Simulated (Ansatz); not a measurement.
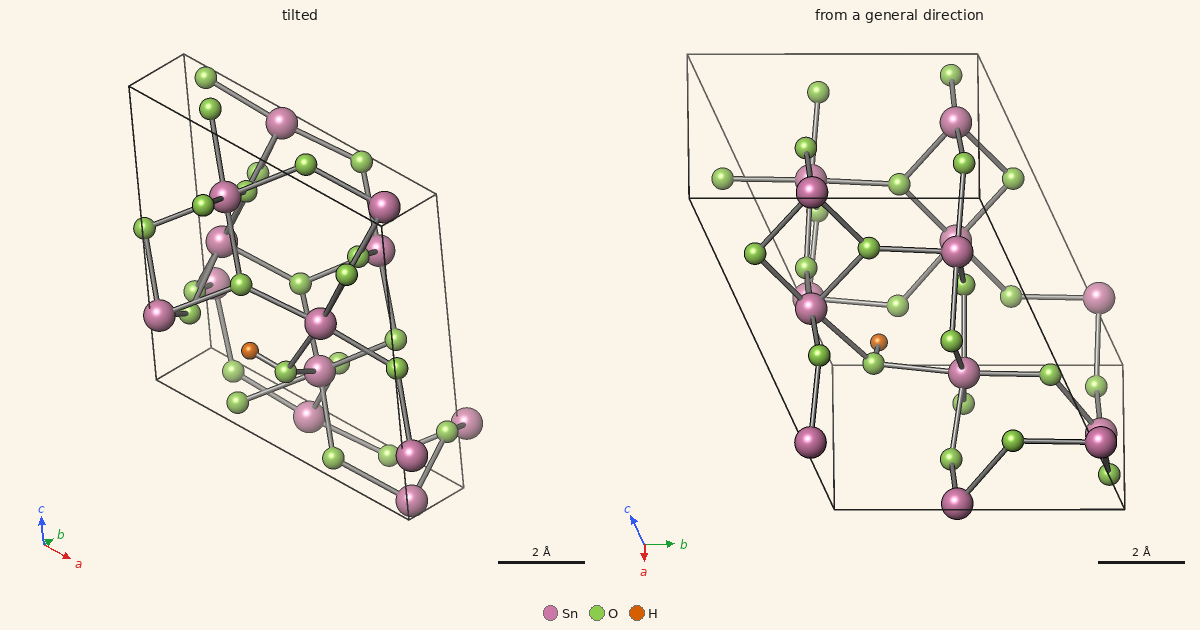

Ball-and-stick representation of a periodic structure, projected slightly off an axis and from a general direction. The supercell is drawn as a box. The host is SnO₂, in a cell of 24 sites, and the cell carries a charge of -1.

Q: Which defect is modelled here, and what are its neighbours?

A: An interstitial hydrogen atom. It is bonded to one O at about 1.0 Å.

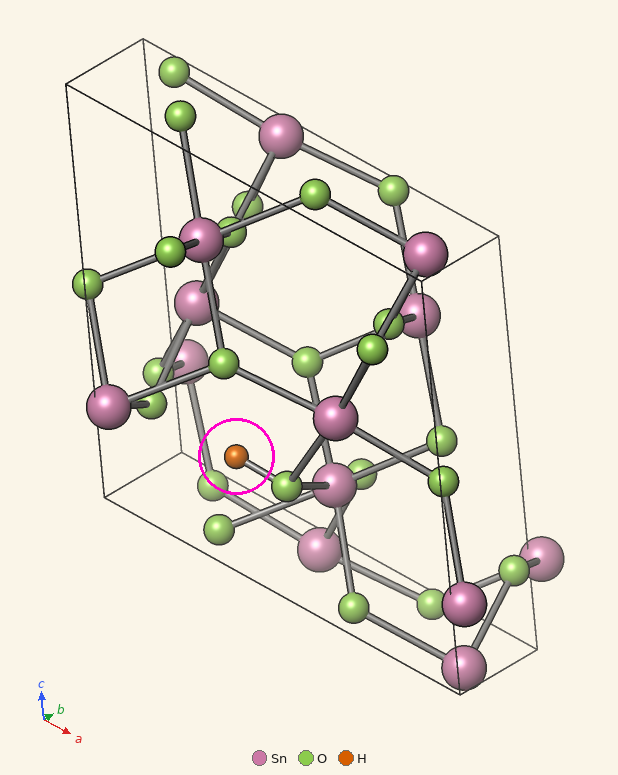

The same cell with a ring at the defect's site.

The atoms were relaxed in the host's cell with Ansatz 0.2.0, DFT PBE, scalar-relativistic, plane waves, PAW.
